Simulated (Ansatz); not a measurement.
System: Tl.

Input

```
crystal:
  lattice:
    - [0.0, 3.6382731822, 3.6382731822]
    - [3.6382731822, 0.0, 3.6382731822]
    - [3.6382731822, 3.6382731822, 0.0]
  atoms:
    - { symbol: Tl, position: [0.125, 0.125, 0.125] }
    - { symbol: Tl, position: [0.875, 0.875, 0.875] }
hamiltonian:
  xc: revpbe
  pseudopotentials:
    kind: paw
    azcp:
      Tl: "pseudopotentials/Tl.paw.azcp"
basis:
  ecutwfc: 420
  fft_grid_basis: typed
kpoints:
  mp_grid: { grid: [12, 12, 12], shift: [0, 0, 0] }
magnetization:
  spin_polarized: false
scf:
  occupations: { method: fermi_dirac, width: 0.1 }
output:
  stress: true
  write_density: true
  write_potential: true
  elf: true
  volumetric_format: npy
```

Below, planes, directions and counts refer to the conventional cell (a = 7.28 Å, b = 7.28 Å, c = 7.28 Å, α = 90.00°, β = 90.00°, γ = 90.00°).

Space group Fd-3m; set up as Tl, diamond; a generated structure, not necessarily the stable one; changed on purpose from its base cell (volume × 1.0).

Computed with DFT, revPBE, plane waves (420 eV) with PAW, scalar-relativistic (Ansatz).

Predict the valence pseudo-density and electron localisation function between the atoms.

Tl–Tl (3.15 Å): ρ is about 0.18 e/Å³ halfway; the ELF is about 0.25 at the midpoint (no localised pair shows between them).

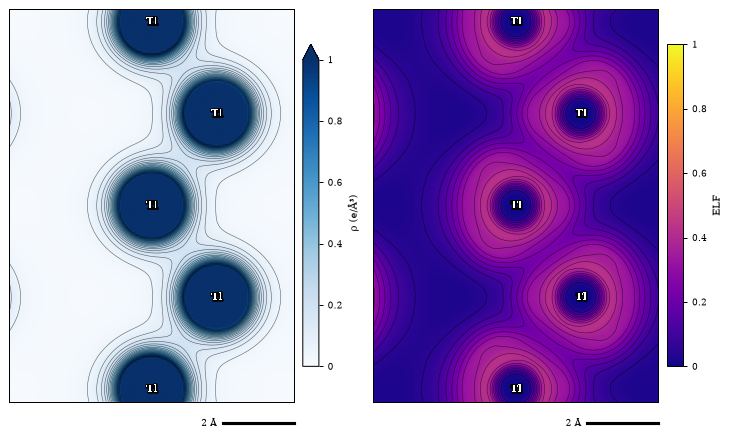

Computed valence pseudo-density and electron localisation function on the (011) plane of the conventional cell, in this order. 

The density is the valence pseudo-density of a PAW calculation; it isn't the true density close to the nuclei.
